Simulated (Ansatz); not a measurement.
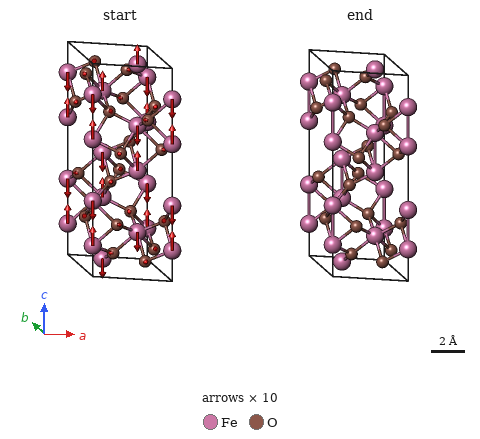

The structure of crystalline Fe₂O₃ (set up in R-3c) (coarse preliminary run) before (left) and after (right) a relaxation, at one scale. The red arrows give the displacements (the part carried along by the change of the cell is left out), magnified 10 times.

A ball-and-stick model of the conventional cell (3 times the calculation's cell), seen slightly off an axis. Lengths and directions refer to the drawn axes.

These are results of DFT PBE, scalar-relativistic, plane waves, PAW in Ansatz 0.2.0, not measurements.

The input:
```yaml
crystal:
  lattice:
    - [2.519, 1.4543453281, 4.5906666667]
    - [-2.519, 1.4543453281, 4.5906666667]
    - [0.0, -2.9086906562, 4.5906666667]
  atoms:
    - { symbol: Fe, position: [0.3553, 0.3553, 0.3553], spin: 3.23 }
    - { symbol: Fe, position: [0.1447, 0.1447, 0.1447], spin: 3.23 }
    - { symbol: Fe, position: [0.6447, 0.6447, 0.6447], spin: 3.23 }
    - { symbol: Fe, position: [0.8553, 0.8553, 0.8553], spin: 3.23 }
    - { symbol: O, position: [0.5559, 0.9441, 0.25], spin: 0.18 }
    - { symbol: O, position: [0.25, 0.5559, 0.9441], spin: 0.18 }
    - { symbol: O, position: [0.9441, 0.25, 0.5559], spin: 0.18 }
    - { symbol: O, position: [0.4441, 0.0559, 0.75], spin: 0.18 }
    - { symbol: O, position: [0.75, 0.4441, 0.0559], spin: 0.18 }
    - { symbol: O, position: [0.0559, 0.75, 0.4441], spin: 0.18 }
basis:
  ecutwfc: 420
kpoints:
  mp_grid: { grid: [6, 6, 6] }
hamiltonian:
  xc: pbe
scf:
  occupations: { method: gaussian, width: 0.1 }
output:
  forces: true
  stress: true
  eigenvalues: true
  populations: true
magnetization:
  spin_polarized: true
relax:
  adjacent_minimum: "off"
  f_tol: 0.05
  max_steps: 80
  cell: { stress_tol: 0.5 }
```

Launched with:
```bash
ansatz run input.yaml --threads 2 --pin off --max-ram 5120MiB --backend cpu --events-out ev --progress --plain --runs-dir out
```

> Summarise the run.

After 8 accepted moves (10 points after the start) the energy has fallen by 111 meV per atom. Largest force component: 0.88 eV/Å at the start, 0.0039 eV/Å at the end. Pressure: −4.01 GPa at the start and −0.02 GPa at the end. The SCF was repeated twice at an unchanged geometry on a basis and grid sized afresh for the cell, which shifted the energy by 3.6 meV per atom at most. The largest moves relative to the cell, 0.13 Å, are those of Fe1, Fe2, Fe3 and Fe4. Fe1 goes along −c. Largest moves by element: Fe 0.13 Å, O 0.03 Å. The drawn cell changes as follows: a = b 5.038 → 4.772 Å (−5.3 %), c 13.772 → 13.311 Å (−3.3 %); the volume changes by −13.3 %. Near-neighbour distances that change, for instance: Fe1–Fe2 2.900 → 2.542 Å, Fe1–O5 2.116 → 1.962 Å, Fe1–O10 1.946 → 1.895 Å. Bond angles that change, for instance: O5–Fe4–O10 162.2° → 169.4°, Fe3–O9–Fe4 86.5° → 80.8°, O5–Fe4–O6 102.5° → 97.2°. The space group stays R-3c (No. 167). The run took 12 min on 2 threads of AMD EPYC (Zen 3) (shared host), peak memory 0.69 GiB.
